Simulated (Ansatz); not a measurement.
## Run report: C, geometry relaxation (part 2 of 2)

Continued. System: C (defect cell, 15 atoms in the cell). Method: DFT PBE, scalar-relativistic, plane waves, PAW, no spin polarisation (Ansatz 0.2.0); cutoff 420 eV, 4×4×4 k-mesh, Gaussian smearing of 0.05 eV. The structure derives from an entry of the Crystallography Open Database. It belongs to a series of runs on one base structure; here: C vacancy, atoms relaxed.

Geometry of the input (Å; fractional positions):
```
-3.5715  -3.5715  0.0000
0.0000  -3.5715  3.5715
-3.5715  0.0000  3.5715
C  0.2500  0.2500  0.2500
C  0.7500  0.7500  0.2500
C  0.2500  0.7500  0.2500
C  0.7500  0.2500  0.7500
C  0.2500  0.2500  0.7500
C  0.7500  0.7500  0.7500
C  0.2500  0.7500  0.7500
C  0.3750  0.3750  0.3750
C  0.8750  0.3750  0.3750
C  0.3750  0.8750  0.3750
C  0.8750  0.8750  0.3750
C  0.3750  0.3750  0.8750
C  0.8750  0.3750  0.8750
C  0.3750  0.8750  0.8750
C  0.8750  0.8750  0.8750
```

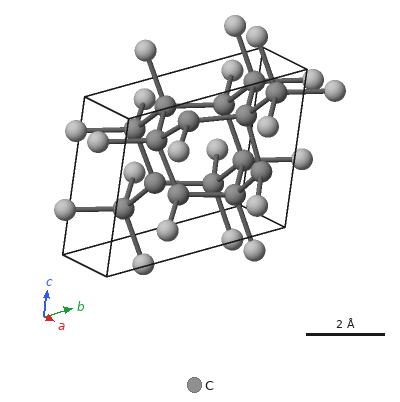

Figure 1. The geometry at step 3 of the log (ball-and-stick view of the cell of the calculation, seen slightly off an axis; neighbours outside the cell are drawn fainter).

**Output, continued**
```
--- Forces (eV/Å), atoms counted from 1 ---
  atom   1  C     -0.00000000    -0.00000000     0.00557839
  atom   2  C     -0.00557839    -0.00000000    -0.00000000
  atom   3  C     -0.00000000     0.00557839    -0.00000000
  atom   4  C     -0.00000000    -0.00557839     0.00000000
  atom   5  C      0.00557839     0.00000000    -0.00000000
  atom   6  C     -0.00000000    -0.00000000    -0.00557839
  atom   7  C     -0.00000000    -0.00000000     0.00000000
  atom   8  C     -0.00279981    -0.00279981    -0.00279981
  atom   9  C      0.00279981     0.00279981    -0.00279981
  atom  10  C     -0.00039752     0.00039752     0.00039752
  atom  11  C      0.00279981    -0.00279981     0.00279981
  atom  12  C      0.00039752    -0.00039752     0.00039752
  atom  13  C     -0.00279981     0.00279981     0.00279981
  atom  14  C      0.00039752     0.00039752    -0.00039752
  atom  15  C     -0.00039752    -0.00039752    -0.00039752
  max |Σ_I F_I| component: 4.10e-16 eV/Å
--- Stress (GPa, compression-positive) ---
       -0.274061       0.000000       0.000000
        0.000000      -0.274061       0.000000
        0.000000       0.000000      -0.274061
  P = ⅓ Tr σ = -0.2741 GPa (-2.741 kbar)
--- Band table (eV; the first three rows and the last of 8) ---
  k-point 0: bands = ["-9.1097", "-3.7043", "-3.7043", "-3.7043", "-3.2202", "-1.3635", "-1.2626", "-1.2626", "-1.2626", "-0.8183", "-0.8183", "0.3629", "0.3629", "0.3629", "5.7678", "5.7678", "5.7678", "6.4549", "6.4549", "6.4549", "6.5374", "8.6321", "8.6321", "9.2781", "9.2781", "9.2781", "10.7584", "10.7584", "10.7584", "15.1272", "15.1272", "15.1272", "16.9849", "16.9849", "16.9849", "17.5280", "17.5280", "17.6025", "18.5627", "18.5627", "18.5627", "20.4072", "20.4072", "20.4072", "20.9715"]
  k-point 1: bands = ["-8.7075", "-5.4966", "-3.6961", "-3.6961", "-3.4111", "-2.3498", "-2.3498", "-1.0912", "0.0046", "0.0046", "0.2725", "1.4698", "1.7736", "1.7736", "4.8715", "4.8715", "5.2613", "6.1409", "6.6049", "6.6049", "7.5576", "7.6220", "7.6220", "8.5558", "8.8581", "8.8723", "8.8723", "10.3680", "10.3680", "13.6223", "14.8763", "14.8763", "17.4121", "17.4121", "17.6446", "18.8829", "18.8829", "18.9246", "19.5551", "19.7080", "19.7080", "19.9883", "19.9883", "20.7591", "21.7762"]
  k-point 2: bands = ["-7.7765", "-7.1333", "-3.6565", "-3.5081", "-3.5081", "-3.1212", "-3.1212", "-0.8857", "1.0328", "1.2150", "1.2150", "2.2827", "2.2827", "3.6693", "5.1923", "5.1923", "5.1947", "5.2541", "5.2804", "5.2804", "7.0106", "7.0106", "7.0440", "7.3442", "8.4248", "8.4248", "9.3115", "10.1154", "10.1154", "11.5430", "14.6279", "14.6279", "18.1247", "18.1247", "18.2749", "18.8928", "18.8928", "19.0580", "19.8894", "19.8894", "20.4507", "22.2636", "22.2636", "23.1476", "23.6892"]
  k-point 7: bands = ["-6.9068", "-6.5952", "-6.4368", "-5.1875", "-2.6383", "-2.4849", "-2.1221", "-0.4448", "1.3782", "1.9875", "2.2678", "2.5854", "3.1229", "3.5367", "4.0723", "4.2079", "5.2346", "5.6381", "6.0778", "6.1114", "6.3268", "6.3640", "6.4357", "6.7741", "7.7310", "8.1530", "8.3007", "8.6699", "11.0049", "11.3555", "13.6614", "13.8894", "18.7818", "18.8764", "19.3616", "19.4018", "20.8169", "20.9105", "21.0282", "21.2652", "22.4534", "22.4790", "22.6127", "22.8637", "22.9099"]
--- Relaxed structure (5 steps of the walk, 5 accepted, 0 SCFs on fresh bases) ---
  F+E_penalty+E_count = -3756.88510781 eV   max|allowed force component| = 5.578e-3 eV/Å
  atoms:
    - { symbol: C, position: [0.25074770935655344, 0.24925229064344653, 0.24925229064344653] }
    - { symbol: C, position: [0.7492522906434465, 0.7507477093565534, 0.24925229064344656] }
    - { symbol: C, position: [0.25074770935655344, 0.7507477093565534, 0.24925229064344656] }
    - { symbol: C, position: [0.7492522906434465, 0.24925229064344656, 0.7507477093565534] }
    - { symbol: C, position: [0.25074770935655344, 0.24925229064344656, 0.7507477093565534] }
    - { symbol: C, position: [0.7492522906434466, 0.7507477093565534, 0.7507477093565534] }
    - { symbol: C, position: [0.25, 0.75, 0.75] }
    - { symbol: C, position: [0.3486124532199047, 0.38379584892669844, 0.38379584892669844] }
    - { symbol: C, position: [0.8837958489266984, 0.38379584892669844, 0.38379584892669844] }
    - { symbol: C, position: [0.3747414642981386, 0.8747414642981388, 0.37577560710558355] }
    - { symbol: C, position: [0.8837958489266984, 0.8486124532199049, 0.3837958489266984] }
    - { symbol: C, position: [0.3747414642981386, 0.37577560710558355, 0.8747414642981388] }
    - { symbol: C, position: [0.8837958489266984, 0.3837958489266984, 0.8486124532199049] }
    - { symbol: C, position: [0.3747414642981387, 0.8747414642981387, 0.8747414642981387] }
    - { symbol: C, position: [0.8757756071055837, 0.8747414642981387, 0.8747414642981387] }
```

**Trajectory as extended XYZ (Å, eV, eV/Å), 5 frames, from step=1 to step=5**
```
15
Lattice="-3.5715 -3.5715 0.0000 0.0000 -3.5715 3.5715 -3.5715 0.0000 3.5715" Properties=species:S:1:pos:R:3:forces:R:3 step=1 energy=-3756.18205
C    -1.7857   -1.7857    1.7857    0.0000   0.0000  -0.6851
C    -3.5715   -5.3572    3.5715    0.6851   0.0000   0.0000
C    -1.7857   -3.5715    3.5715    0.0000  -0.6851   0.0000
C    -5.3572   -3.5715    3.5715    0.0000   0.6851   0.0000
C    -3.5715   -1.7857    3.5715   -0.6851   0.0000   0.0000
C    -5.3572   -5.3572    5.3572    0.0000   0.0000   0.6851
C    -3.5715   -3.5715    5.3572    0.0000   0.0000   0.0000
C    -2.6786   -2.6786    2.6786    1.8109   1.8109   1.8109
C    -4.4643   -4.4643    2.6786   -1.8109  -1.8109   1.8109
C    -2.6786   -4.4643    4.4643   -0.0474   0.0474   0.0474
C    -4.4643   -6.2501    4.4643   -1.8109   1.8109  -1.8109
C    -4.4643   -2.6786    4.4643    0.0474  -0.0474   0.0474
C    -6.2501   -4.4643    4.4643    1.8109  -1.8109  -1.8109
C    -4.4643   -4.4643    6.2501    0.0474   0.0474  -0.0474
C    -6.2501   -6.2501    6.2501   -0.0474  -0.0474  -0.0474
15
Lattice="-3.5715 -3.5715 0.0000 0.0000 -3.5715 3.5715 -3.5715 0.0000 3.5715" Properties=species:S:1:pos:R:3:forces:R:3 step=2 energy=-3756.84069
C    -1.7857   -1.7857    1.7690    0.0000   0.0000   0.6296
C    -3.5547   -5.3572    3.5715   -0.6296   0.0000   0.0000
C    -1.7857   -3.5882    3.5715    0.0000   0.6296   0.0000
C    -5.3572   -3.5547    3.5715    0.0000  -0.6296   0.0000
C    -3.5882   -1.7857    3.5715    0.6296   0.0000   0.0000
C    -5.3572   -5.3572    5.3739    0.0000   0.0000  -0.6296
C    -3.5715   -3.5715    5.3572    0.0000   0.0000   0.0000
C    -2.6274   -2.6274    2.7298    0.3164   0.3164   0.3164
C    -4.5155   -4.5155    2.7298   -0.3164  -0.3164   0.3164
C    -2.6811   -4.4618    4.4668    0.1142  -0.1142  -0.1142
C    -4.5155   -6.1989    4.4132   -0.3164   0.3164  -0.3164
C    -4.4618   -2.6811    4.4668   -0.1142   0.1142  -0.1142
C    -6.1989   -4.5155    4.4132    0.3164  -0.3164  -0.3164
C    -4.4618   -4.4618    6.2476   -0.1142  -0.1142   0.1142
C    -6.2526   -6.2526    6.2476    0.1142   0.1142   0.1142
15
Lattice="-3.5715 -3.5715 0.0000 0.0000 -3.5715 3.5715 -3.5715 0.0000 3.5715" Properties=species:S:1:pos:R:3:forces:R:3 step=3 energy=-3756.88456
C    -1.7857   -1.7857    1.7789    0.0000   0.0000   0.0872
C    -3.5646   -5.3572    3.5715   -0.0872   0.0000   0.0000
C    -1.7857   -3.5783    3.5715    0.0000   0.0872   0.0000
C    -5.3572   -3.5646    3.5715    0.0000  -0.0872   0.0000
C    -3.5783   -1.7857    3.5715    0.0872   0.0000   0.0000
C    -5.3572   -5.3572    5.3640    0.0000   0.0000  -0.0872
C    -3.5715   -3.5715    5.3572    0.0000   0.0000   0.0000
C    -2.6156   -2.6156    2.7416   -0.0111  -0.0111  -0.0111
C    -4.5273   -4.5273    2.7416    0.0111   0.0111  -0.0111
C    -2.6798   -4.4631    4.4656   -0.0309   0.0309   0.0309
C    -4.5273   -6.1871    4.4014    0.0111  -0.0111   0.0111
C    -4.4631   -2.6798    4.4656    0.0309  -0.0309   0.0309
C    -6.1871   -4.5273    4.4014   -0.0111   0.0111   0.0111
C    -4.4631   -4.4631    6.2489    0.0309   0.0309  -0.0309
C    -6.2513   -6.2513    6.2489   -0.0309  -0.0309  -0.0309
15
Lattice="-3.5715 -3.5715 0.0000 0.0000 -3.5715 3.5715 -3.5715 0.0000 3.5715" Properties=species:S:1:pos:R:3:forces:R:3 step=4 energy=-3756.88511
C    -1.7857   -1.7857    1.7804    0.0000   0.0000   0.0056
C    -3.5661   -5.3572    3.5715   -0.0056   0.0000   0.0000
C    -1.7857   -3.5768    3.5715    0.0000   0.0056   0.0000
C    -5.3572   -3.5661    3.5715    0.0000  -0.0056   0.0000
C    -3.5768   -1.7857    3.5715    0.0056   0.0000   0.0000
C    -5.3572   -5.3572    5.3626    0.0000   0.0000  -0.0056
C    -3.5715   -3.5715    5.3572    0.0000   0.0000   0.0000
C    -2.6158   -2.6158    2.7414   -0.0028  -0.0028  -0.0028
C    -4.5272   -4.5272    2.7414    0.0028   0.0028  -0.0028
C    -2.6805   -4.4625    4.4662   -0.0004   0.0004   0.0004
C    -4.5272   -6.1873    4.4015    0.0028  -0.0028   0.0028
C    -4.4625   -2.6805    4.4662    0.0004  -0.0004   0.0004
C    -6.1873   -4.5272    4.4015   -0.0028   0.0028   0.0028
C    -4.4625   -4.4625    6.2482    0.0004   0.0004  -0.0004
C    -6.2519   -6.2519    6.2482   -0.0004  -0.0004  -0.0004
15
Lattice="-3.5715 -3.5715 0.0000 0.0000 -3.5715 3.5715 -3.5715 0.0000 3.5715" Properties=species:S:1:pos:R:3:forces:R:3 step=5 energy=-3756.88511
C    -1.7857   -1.7857    1.7804    0.0000   0.0000   0.0056
C    -3.5661   -5.3572    3.5715   -0.0056   0.0000   0.0000
C    -1.7857   -3.5768    3.5715    0.0000   0.0056   0.0000
C    -5.3572   -3.5661    3.5715    0.0000  -0.0056   0.0000
C    -3.5768   -1.7857    3.5715    0.0056   0.0000   0.0000
C    -5.3572   -5.3572    5.3626    0.0000   0.0000  -0.0056
C    -3.5715   -3.5715    5.3572    0.0000   0.0000   0.0000
C    -2.6158   -2.6158    2.7414   -0.0028  -0.0028  -0.0028
C    -4.5272   -4.5272    2.7414    0.0028   0.0028  -0.0028
C    -2.6805   -4.4625    4.4662   -0.0004   0.0004   0.0004
C    -4.5272   -6.1873    4.4015    0.0028  -0.0028   0.0028
C    -4.4625   -2.6805    4.4662    0.0004  -0.0004   0.0004
C    -6.1873   -4.5272    4.4015   -0.0028   0.0028   0.0028
C    -4.4625   -4.4625    6.2482    0.0004   0.0004  -0.0004
C    -6.2519   -6.2519    6.2482   -0.0004  -0.0004  -0.0004
```

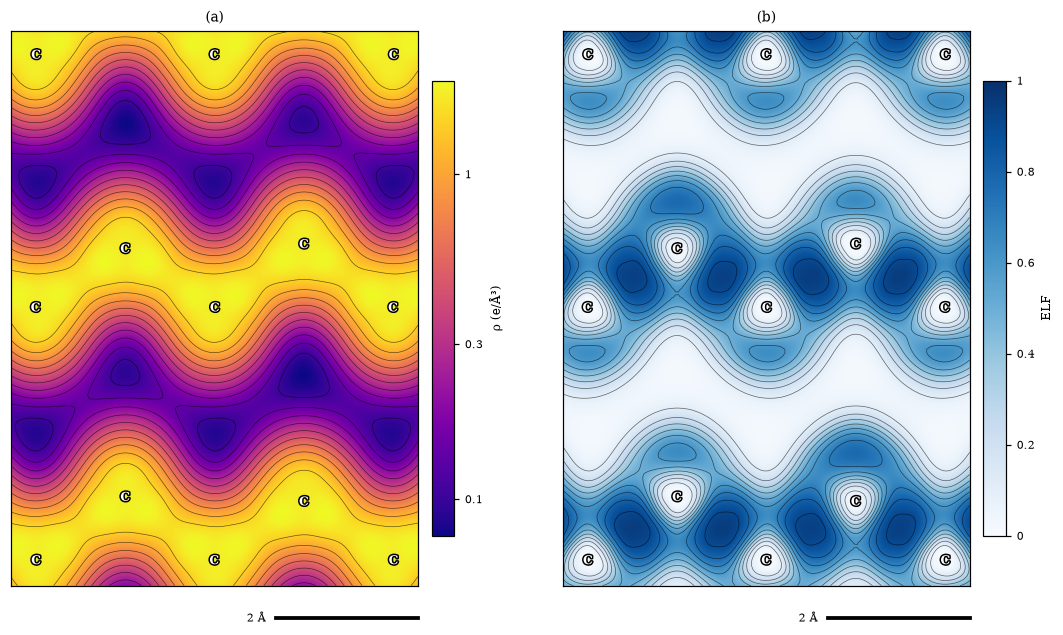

Figure 2. (a) valence pseudo-density; (b) ELF on the (011̄) plane of the calculation cell. The section cuts through C sites. Away from the nuclei the density in this plane falls to 0.08 e/Å³ at its lowest. In a PAW calculation such maps are meaningful between the atoms, not at the nuclei.

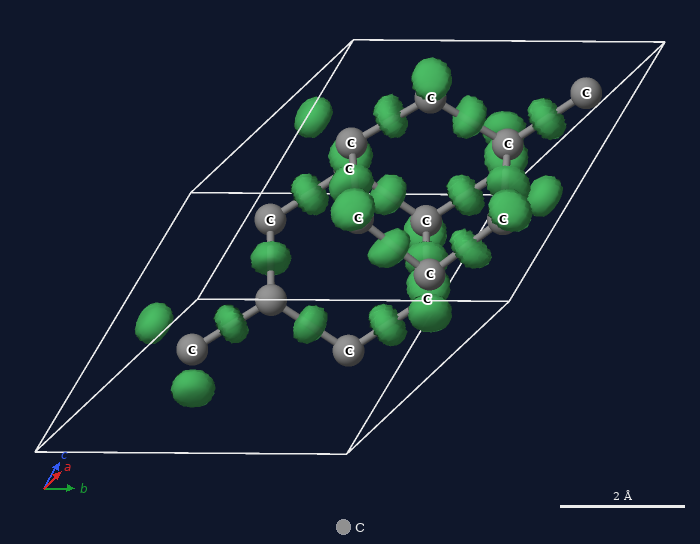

Figure 3. Isosurface of the electron localisation function at 0.85 (green), seen at an oblique angle. Only the valence region is drawn (cores and ρ < 0.01 e/Å³ removed). Sticks mark near contacts. The outline is the calculation cell. Values along the shortest contacts: C–C (1.52 Å): the ELF peaks at about 0.95 between the atoms (a shared electron pair).

**Summary**

```csv
quantity,value
outcome,converged
electrons treated,60
free energy,−3756.8851 eV
Fermi energy,13.764 eV
gap on the k-point mesh,none (metallic)
pressure,−0.27 GPa
final volume,91.11 Å³
largest force (length of the vector) at the end,0.006 eV/Å
hardware,"4 threads of Intel Xeon (Sapphire Rapids), 64 GiB of memory available, shared host"
wall time,5 s (CPU time 15 s)
peak memory,0.44 GiB
```

The program warns: the SCF threshold is looser than advised for the printed stress.
